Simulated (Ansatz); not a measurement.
## Electronic structure of MgO$_{2}$ in real space

The calculation's input:

```
crystal:
  lattice:
    - [1.5830723976, 0.9139872749, 3.4467571555]
    - [-1.5830723976, 0.9139872749, 3.4467571555]
    - [0.0, -1.8279745499, 3.4467571555]
  atoms:
    - { symbol: Mg, position: [0.0, 0.0, 0.0] }
    - { symbol: O, position: [0.571214, 0.571214, 0.571214] }
    - { symbol: O, position: [0.428786, 0.428786, 0.428786] }
hamiltonian:
  xc: lda
  pseudopotentials: { kind: paw }
kpoints:
  mp_grid: { grid: [10, 10, 10] }
scf:
  occupations: { method: fermi_dirac, width: 0.05 }
output:
  forces: true
  stress: true
  eigenvalues: true
  write_density: true
  write_potential: true
  elf: true
  volumetric_format: npy
```

Run with:

```sh
ansatz run input.yaml --threads 2 --pin off --max-ram 5632MiB --backend cpu --events-out ev --progress --plain --runs-dir out
```

Below, planes, directions and counts refer to the conventional cell (a = 3.17 Å, b = 3.17 Å, c = 10.34 Å, α = 90.00°, β = 90.00°, γ = 120.00°).

Space group R-3m; a structure from a database of computed crystals, not necessarily the ambient phase; computed pressure about −5 GPa in this cell.

These are results of Kohn-Sham DFT of a periodic cell, LDA, Ansatz PAW (Ansatz 0.2.0), not measurements.

In a PAW calculation such maps are meaningful between the atoms, not at the nuclei.

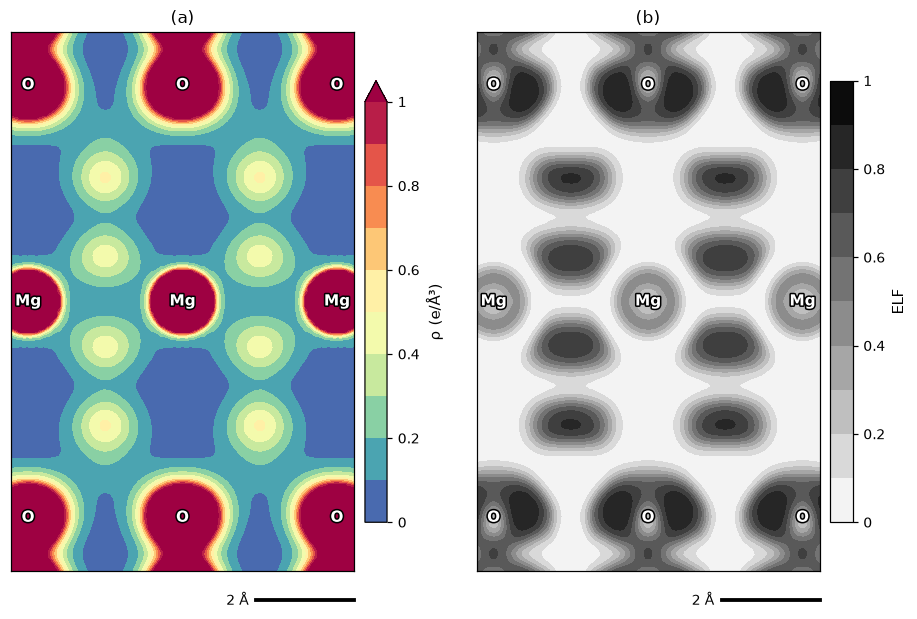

Figure 1. (a) valence electron density; (b) electron localisation function on the (010) plane of the conventional cell.

### Interpret the plot.

- The section cuts through Mg and O sites.
- Atoms just off the plane (Mg, 0.9 Å away and O, 0.9 Å away) can leave unmarked features too.
- Between the atoms the lowest density in this plane is 0.02 e/Å³.

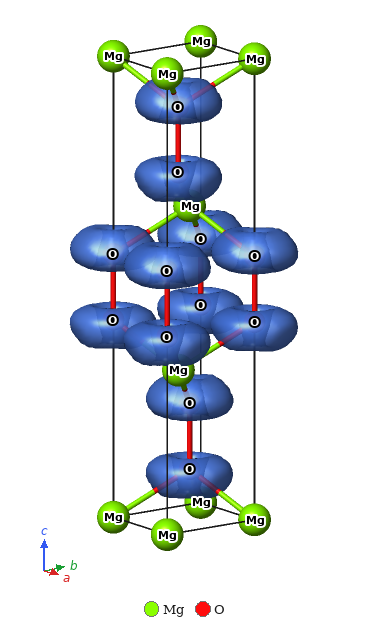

Figure 2. Isosurface of the ELF at 0.75 (blue), seen slightly off an axis. Only the valence region is drawn (cores and ρ < 0.01 e/Å³ removed). Sticks mark near contacts.

### What do the ELF domains correspond to?

The ELF exceeds this value in six regions wrapped around O (the valence shell of each), counted in one cell of 9 atoms. Any copies at cell faces, edges or corners count once. Along the contacts the grid gives the following. O–O (1.47 Å): the ELF peaks at about 0.70 between the atoms. Mg–O (2.08 Å): the ELF peaks at about 0.90 in the valence shell of O, 0.6 Å from its nucleus, and is about 0.35 at the midpoint: an ionic contact with no shared pair.

### Metal or insulator at this level of theory?

It is gapped, with a Kohn–Sham gap of 2.4 eV on the k-point mesh, an upper bound to the gap of this method.
